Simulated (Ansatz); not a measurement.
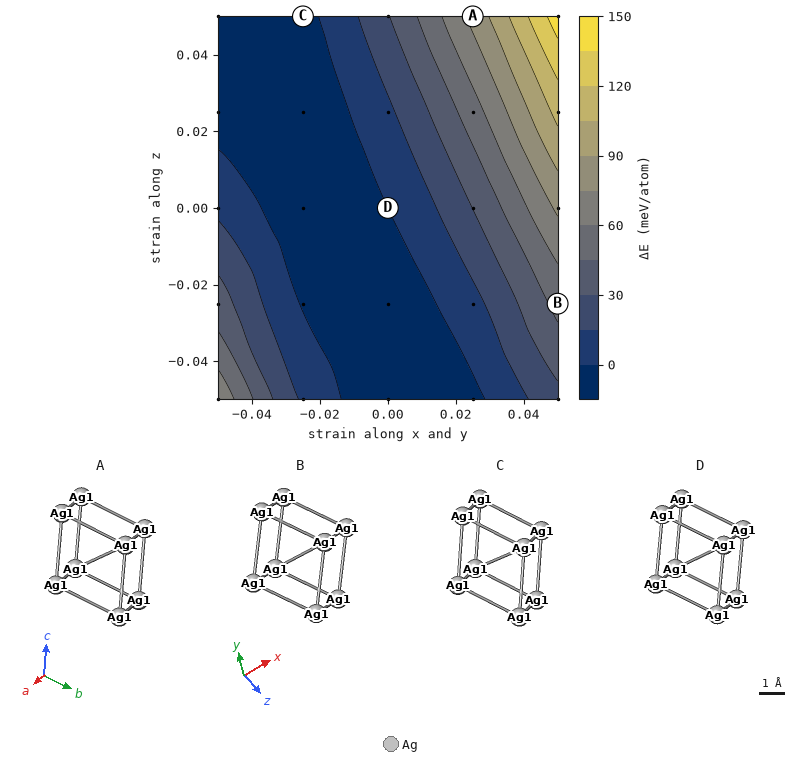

A scan of a crystal of Ag (Im-3m): the cell is strained equally along x and y and separately along z, with the atoms kept at their fractional coordinates. x, y and z are the Cartesian axes of the input. The map is interpolated between the computed points (dots). The lettered frames are marked on it. The picture is a ball-and-stick view of the cell of the calculation, seen slightly off an axis.

All numbers below come from Ansatz 0.2.0, DFT r2SCAN, scalar-relativistic, plane waves, PAW. Set-up: plane-wave cutoff 500 eV; k-point mesh 20 × 20 × 20; occupations gaussian; smearing width 0.15 eV; no spin polarisation. Energies (free energies at the smearing named) are counted from the cell as listed in its source, which wasn't relaxed.

> Describe the energy landscape.

In pairs of (strain along x and y; strain along z): the lowest computed point lies at (−0.050, 0.050) (−13.7 meV/atom), the highest at (0.050, 0.050) (142.9 meV/atom). It lies on the edge of the grid, so the true minimum may be outside the range scanned. The pressure runs from −11.0 GPa at (0.050, 0.050) to 15.5 GPa at (−0.050, −0.050). The frames lie at A (0.025, 0.050): 79.3 meV/atom, B (0.050, −0.025): 49.3 meV/atom, C (−0.025, 0.050): −3.6 meV/atom, D (0.000, 0.000): 0.0 meV/atom.

The computed points:

Rows: strain along x and y; columns: strain along z; values in meV/atom.

|  | −0.050 | −0.025 | 0.000 | 0.025 | 0.050 |
| --- | --- | --- | --- | --- | --- |
| −0.050 | 72.0 | 37.3 | 12.1 | −4.3 | −13.7 |
| −0.025 | 13.2 | −1.0 | −8.2 | −8.8 | −3.6 |
| 0.000 | −9.8 | −7.7 | 0.0 | 12.3 | 29.1 |
| 0.025 | −3.6 | 10.6 | 30.2 | 53.4 | 79.3 |
| 0.050 | 25.4 | 49.3 | 77.6 | 109.3 | 142.9 |
